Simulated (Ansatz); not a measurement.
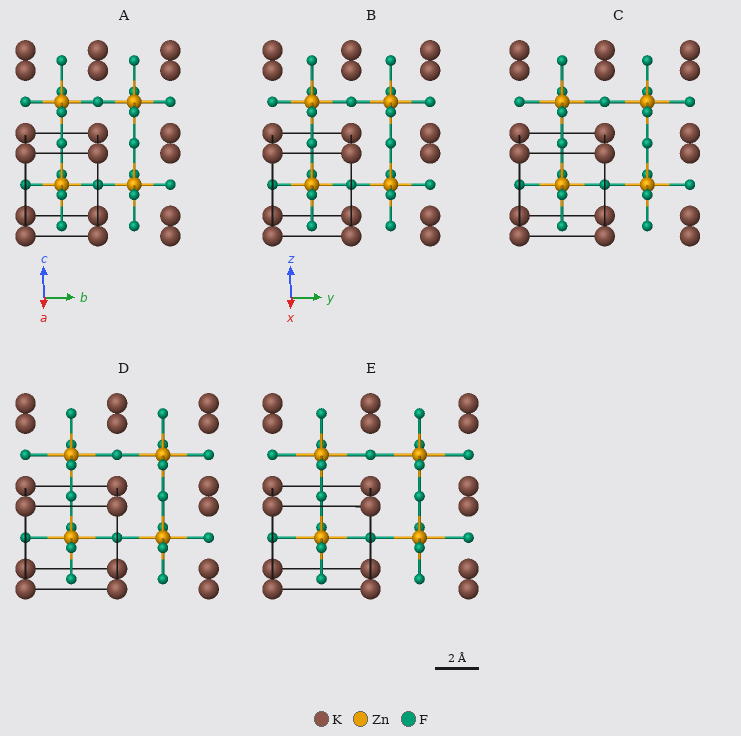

A scan of solid KZnF3 (Pm-3m) along one coordinate. x, y and z are the Cartesian axes of the input. Style: ball-and-stick. Shown: the cell of the calculation, repeated 1 × 2 × 2 with one cell outlined, along the a axis, with a slight tilt.

All numbers below come from DFT PBE, scalar-relativistic, plane waves, PAW in Ansatz 0.2.0. Settings: plane-wave cutoff 420 eV; k-point mesh 6 × 6 × 6; occupations gaussian; smearing width 0.05 eV; no spin polarisation. Energies (free energies at the smearing named) are counted from the cell as listed in its source, which wasn't relaxed.

> Which coordinate changes from frame to frame?

The cell is strained along y alone, with the atoms kept at their fractional coordinates. In the frames the strain is −0.15 (A), −0.075 (B), 0.00 (C), 0.075 (D), 0.15 (E). Their energies are 301 meV/atom, 74 meV/atom, 0 meV/atom, −1 meV/atom, 32 meV/atom.
